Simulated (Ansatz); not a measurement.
Consider W.

The calculation's input:

```
crystal:
  lattice:
    - [5.0530320343, 0.0, 0.0]
    - [0.0, 5.0530320343, 0.1136932208]
    - [0.0, 0.1136932208, 5.0530320343]
  atoms:
    - { symbol: W, position: [0.0, 0.0, 0.0] }
    - { symbol: W, position: [0.5, 0.5, 0.5] }
    - { symbol: W, position: [0.0, 0.5, 0.25] }
    - { symbol: W, position: [0.0, 0.5, 0.75] }
    - { symbol: W, position: [0.25, 0.0, 0.5] }
    - { symbol: W, position: [0.75, 0.0, 0.5] }
    - { symbol: W, position: [0.5, 0.75, 0.0] }
    - { symbol: W, position: [0.5, 0.25, 0.0] }
basis:
  ecutwfc: 500
kpoints:
  mp_grid: { grid: [8, 8, 8] }
hamiltonian:
  xc: r2scan
scf:
  occupations: { method: gaussian, width: 0.15 }
output:
  forces: true
  stress: true
  eigenvalues: true
  write_density: true
  write_potential: true
  elf: true
  volumetric_format: npy
```

Launched as:

```sh
ansatz run input.yaml --threads 2 --pin off --max-ram 5120MiB --backend cpu --events-out ev --progress --plain --runs-dir out
```

Below, planes, directions and counts refer to the conventional cell (a = 6.99 Å, b = 7.31 Å, c = 5.05 Å, α = 90.00°, β = 90.00°, γ = 90.00°).

Space group Cccm; changed on purpose from its base cell (strain +0.0450 x Voigt [0, 0, 0, 1, 0, 0], atoms carried along).

Computed with DFT r2SCAN, scalar-relativistic, plane waves, PAW in Ansatz 0.2.0.

**Predict the valence pseudo-density and electron localisation function between the atoms.**

W–W (2.53 Å): the density is about 0.6 e/Å³ at the midpoint; the ELF is about 0.40 at the midpoint.
W–W (2.77 Å): the density is about 0.4 e/Å³ at the midpoint; the ELF is about 0.40 at the midpoint.
W–W (2.88 Å): ρ is about 0.34 e/Å³ halfway; the ELF is about 0.35 at the midpoint.

**Metal or insulator at this level of theory?**

It is gapless in this calculation (a metal or semimetal).

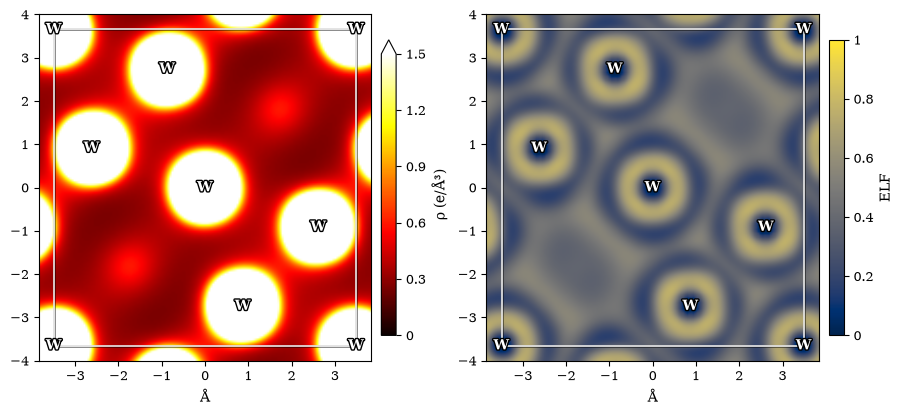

Computed valence pseudo-density and electron localisation function on the (001) plane of the conventional cell, in this order. 

Core electrons are frozen (PAW), and the valence fields are smoothed inside the atomic spheres.
